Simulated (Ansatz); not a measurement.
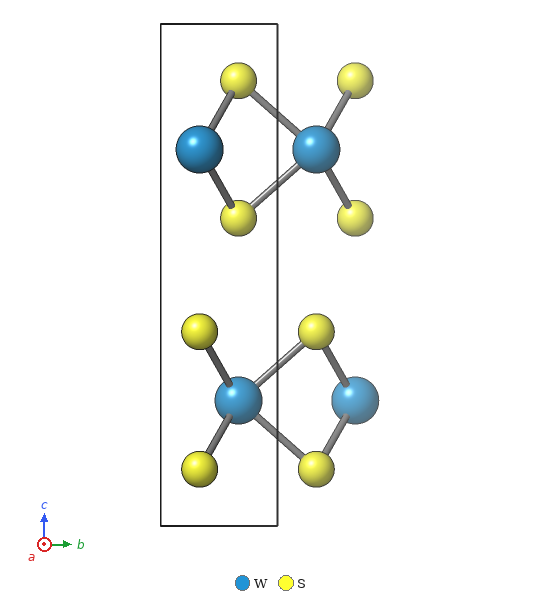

Projection along an edge of the hexagonal mesh, stacking direction c upwards. Every atom sits on one of the three columns of the mesh; call them A, B, C in the order in which they first turn up. The sequence starts with the first layer at or above the cell's origin.

WS2 (space group P6_3/mmc, No. 194). Coordinates: the geometry relaxed at a target pressure of 8 GPa with DFT PBEsol, scalar-relativistic, plane waves, PAW (Ansatz).

Read off the stacking sequence over one period.

S(A) – W(B) – S(A) – S(B) – W(A) – S(B) (six layers in 11.50 Å).

How are the S layers alone stacked?

S layers alone: AABB, a sequence in which some neighbouring layers lie directly above each other.

Which positions between or in the S layers do the other atoms fill?

W: two trigonal-prismatic sites, counted in one hexagonal cell. Two of the four gaps between S layers are empty, 2.60 Å wide.

What short polytype symbol fits?

Polytype symbol 2H, the symbol of a layered MX2 polytype (number of slabs in the repeat and lattice).

Heights of the layers:

| layer | atoms (column) | height (Å) | to next (Å) |
| --- | --- | --- | --- |
| 1 | S(A) | 1.30 | 1.58 |
| 2 | W(B) | 2.88 | 1.58 |
| 3 | S(A) | 4.45 | 2.60 |
| 4 | S(B) | 7.05 | 1.58 |
| 5 | W(A) | 8.63 | 1.58 |
| 6 | S(B) | 10.20 | 2.60 |
